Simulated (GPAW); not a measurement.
# A GW chain in GPAW: GaN (honeycomb monolayer), part 2 of 2

Aim: the G0W0 gap of GaN (honeycomb monolayer) on PBE, step by step.

GPAW 26.7.0; PBE and many-body steps on it, plane waves. Known limits of the many-body steps: not at the basis limit; no spin-orbit coupling.

So far. Step 3 (Ground state): The gap is indirect, with the least direct gap 0.50 eV higher. Step 4 (Empty states on the mesh, 12×12×1 mesh, 248 bands): On this mesh the gap is 1.888 eV.

**5. Screening and self-energy, 12×12×1 mesh, 110 bands, screening to 60 eV**

G0W0 replaces the xc potential by the self-energy, built once from these orbitals. Only a window of levels is corrected, while the sums run over the empty bands that the input names.

This step: G0W0 on PBE, plane waves, PAW.

Contents of run.py:

```python
import json
import numpy as np
from gpaw.mpi import world
from gpaw.response.g0w0 import G0W0

gw = G0W0('full.gpw',
    filename='gw',
    kpts=[0, 9],
    bands=(2, 6),
    ecut=60,
    nbands=110,
    truncation='2D',
    integrate_gamma='sphere',
    q0_correction=True,
    frequencies={'type': 'nonlinear', 'domega0': 0.15, 'omega2': 15.0},
    eta=0.1,
    nblocksmax=True)
gw.calculate()
res = {mode: {k: v for k, v in r.items() if k != 'sigma_eskwn'}
       for mode, r in gw.all_results.items()}

if world.rank == 0:
    with open('result.json', 'w') as f:
        json.dump(res, f, default=lambda x: x.tolist())
```

The run is started by

```sh
> mpirun -n 4 gpaw python run.py
```

Numbers of over 12 decimals in the logs are rounded to 6 here.

Log:

```text
Using integrator: PointIntegrator
NonLinearFrequencyDescriptor(from 0.000 to 76.710 eV, 165 points)
Nonperiodic BCs:  [False False  True]
Using integrator: PointIntegrator
NonLinearFrequencyDescriptor(from 0.000 to 76.710 eV, 165 points)
Nonperiodic BCs:  [False False  True]
Applying analytical 2D correction to W:
    Evaluating Gamma point contribution to W on a 11x11x1 grid
  ___  _ _ _
 |   || | | |
 | | || | | |
 |__ ||_____|
 |___|

BZ k-points: Symmetries present (total): 6

  [... matrices ...]
144 k-points: 12 x 12 x 1 Monkhorst-Pack grid + [1/24,1/24,0.000000]
19 k-points in the irreducible part of the Brillouin zone
       k-points in crystal coordinates                weights
   0:    -0.00000000   -0.00000000    0.00000000          1/144
   1:     0.08333333   -0.00000000    0.00000000          6/144
   2:     0.16666667   -0.08333333    0.00000000          6/144
   3:     0.16666667   -0.00000000    0.00000000          6/144
   4:     0.25000000   -0.08333333    0.00000000         12/144
   5:     0.25000000   -0.00000000    0.00000000          6/144
   6:     0.33333333   -0.16666667    0.00000000          6/144
   7:     0.33333333   -0.08333333    0.00000000         12/144
   8:     0.33333333   -0.00000000    0.00000000          6/144
   9:     0.33333333    0.33333333    0.00000000          2/144
          ...
  18:     0.50000000    0.50000000    0.00000000          3/144

Distributing spins, k-points and bands (1 x 2 x 4) over 1 process
Number of blocks: 4

Quasi particle states:
k-points (IBZ indices): [0, 9]
Band range: (2, 6)
  [... matrices ...]
Computational parameters:
Plane wave cut-off: 60 eV
Number of bands: 110
Coulomb cutoff: 2D
Broadening: 0.1 eV

fxc modes: GW
Kernel: RPA
Using full-frequency real axis integration
Summing all q:

Calculating screened Coulomb potential
2D Coulomb truncation
NonLinearFrequencyDescriptor(from 0.000 to 76.710 eV, 165 points)
Removing empty qpoint cache files...

Calculating chi0 body with:
    Ground state adapter containing:
    Number of spins: 1
    Number of kpoints: 144
    Number of irreducible kpoints: 19
    Number of completely occupied states: 4
    Number of partially occupied states: 4
    Occupied states memory: 1.708984375 M / cpu

    Linear response parametrization:
    q_c: [-2.0816681711721685e-17, -2.0816681711721685e-17, 0.0]
    Number of frequency points: 165
    Planewave cutoff: 60.0
    Number of bands: 110
    Number of planewaves: 99
    Broadening (eta): 0.1
    comm.size: 4
    kncomm.size: 1
    blockcomm.size: 4

    Memory estimate of potentially large arrays:
        chi0_wGG: 6.168995 M / cpu
Integrating chi0 body.

Symmetries of q_c:
    Direct symmetries (Uq -> q): 6
    Indirect symmetries (TUq -> q): 6
In total 12 allowed symmetries.

  [... matrices ...]
19 groups of equivalent kpoints. 86.805556% reduction.

Integral kind: spectral function
Integrating chi0 head and wings.

Symmetries of q_c:
    Direct symmetries (Uq -> q): 6
    Indirect symmetries (TUq -> q): 6
In total 12 allowed symmetries.

  [... matrices ...]
19 groups of equivalent kpoints. 86.805556% reduction.

Integral kind: spectral function wings

Calculating chi0 body with:
    Ground state adapter containing:
    Number of spins: 1
    Number of kpoints: 144
    Number of irreducible kpoints: 19
    Number of completely occupied states: 4
    Number of partially occupied states: 4
[... the further q-points ...]

Results:
f:      Occupation numbers
eps:     KS-eigenvalues [eV]
vxc:     KS vxc [eV]
exx:     Exact exchange [eV]
sigma:   Self-energies [eV]
dsigma:  Self-energy derivatives
Z:       Renormalization factors
qp:      QP-energies [eV]

k-point 0 (0): (-0.000, -0.000, 0.000)                GW
band       f     eps     vxc     exx   sigma  dsigma       Z      qp
                                                                   GW
   2   1.000  -3.313 -18.797 -22.089   2.363  -0.318   0.759  -4.017
   3   1.000  -3.313 -18.797 -22.089   2.363  -0.318   0.759  -4.017
   4   0.000  -0.927 -12.648  -8.877  -2.149  -0.233   0.811   0.389
   5   0.000   2.137  -2.992  -1.442  -1.072  -0.106   0.904   2.570

k-point 1 (9): (0.333, 0.333, 0.000)                GW
band       f     eps     vxc     exx   sigma  dsigma       Z      qp
                                                                   GW
   2   1.000  -6.903 -15.059 -19.693   3.215  -0.419   0.704  -7.903
   3   1.000  -2.815 -16.389 -20.262   2.760  -0.349   0.741  -3.639
   4   0.000   2.135  -9.512  -5.143  -2.854  -0.262   0.792   3.336
   5   0.000   4.275 -15.553  -9.733  -3.428  -0.389   0.720   5.996
```

It took 2.9 min on 4 MPI ranks of Arm Neoverse V1, shared host; peak memory 2 GiB; 12 min of CPU time.

This step gave:

| Quantity | Value |
| --- | --- |
| G0W0 gap on the points computed | 4.028 eV |
| least direct G0W0 gap on the computed points | 4.406 eV |
| Z at the valence top | 0.7412 |
| Z at the conduction bottom | 0.8109 |
| starting gap on the mesh | 1.888 eV |
| k of the valence top | 0.3333, 0.3333, 0 |
| k of the conduction bottom | 0, 0, 0 |

The gap on the mesh goes from 1.89 eV to 4.03 eV, a correction of +2.14 eV.

Limits: finite bands, cutoff and mesh; no spin-orbit coupling. v1 is the top filled band, c1 the lowest empty one. The levels before and after the correction (eV, zero at the valence-band top of each column):

|  | conduction bottom | valence top |
| --- | --- | --- |
| Kohn-Sham | 1.89 | 0.00 |
| G0W0 | 4.03 | 0.00 |

|  | level | energy (eV) |
| --- | --- | --- |
| Kohn-Sham | Γ v2-v1 | -0.498 |
| Kohn-Sham | Γ c1 | 1.888 |
| Kohn-Sham | Γ c2 | 4.952 |
| Kohn-Sham | (0.333 0.333 0) v2 | -4.089 |
| Kohn-Sham | (0.333 0.333 0) v1 | 0.000 |
| Kohn-Sham | (0.333 0.333 0) c1 | 4.950 |
| Kohn-Sham | (0.333 0.333 0) c2 | 7.089 |
| G0W0 | Γ v2-v1 | -0.378 |
| G0W0 | Γ c1 | 4.028 |
| G0W0 | Γ c2 | 6.209 |
| G0W0 | (0.333 0.333 0) v2 | -4.264 |
| G0W0 | (0.333 0.333 0) v1 | 0.000 |
| G0W0 | (0.333 0.333 0) c1 | 6.975 |
| G0W0 | (0.333 0.333 0) c2 | 9.636 |

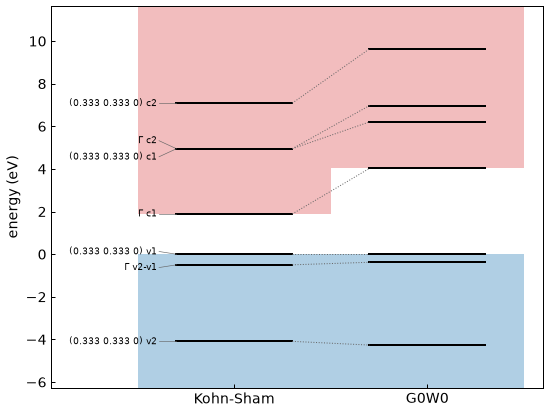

Levels before and after the correction. Shaded: valence and conduction bands.

**6. Where the time went**

Times are wall times on 4 MPI ranks of Arm Neoverse V1, shared host, good to a factor of about two.

| step | time | share | memory (GiB) |
| --- | --- | --- | --- |
| relaxation | 29 s | 7 % | 0.89 |
| ground state | 6.1 s | 1 % | 0.72 |
| empty states on the mesh | 3.5 min | 50 % | 1.2 |
| screening and self-energy | 2.9 min | 42 % | 2.0 |

**7. What came out**

| Quantity | Value |
| --- | --- |
| PBE gap | 1.89 eV, indirect |
| G0W0 gap on the mesh | 4.03 eV |
| GW settings | 12×12×1 mesh, 110 bands, screening to 60 eV, full frequency, Hilbert transform |
| known limits | not at the basis limit; no spin-orbit coupling |

In words: G0W0 moves the gap on the mesh from 1.89 eV to 4.03 eV (+2.14 eV), with Z of 0.74 and 0.81 at the edges. Only 2 of the mesh's irreducible points were corrected, so a valley elsewhere could overtake. Bands and cutoff are finite, so the gap is not at the basis limit. The miss can reach some tenths of an eV and take either sign; the mesh is an error of its own. These stock PAW sets were not made for GW; the filled d or f shell of Ga lies in the frozen core, which bears on start and correction. In the G0W0 run levels were corrected at 2 k points alone, so a gap called «on the mesh» is the least over those, and an edge elsewhere would be missed. The many-body steps are scalar-relativistic: spin-orbit coupling is not in them.

[Paths, hosts, dates, memory and timing lines, banners, echoed tables and standing remarks are left out of the program output.]

[Logs are printed without paths, hosts, clocks, repeated set-up lines and the standing remarks that a program may print on its own settings, such as how far it seeks lower states.]

[Runs of the session that timed out or met a known fault of the program may be left out.]

[Hosts, paths, dates, database ids (printed as entryN), source tags and the programs' standing remarks are cut or masked in the printed files.]
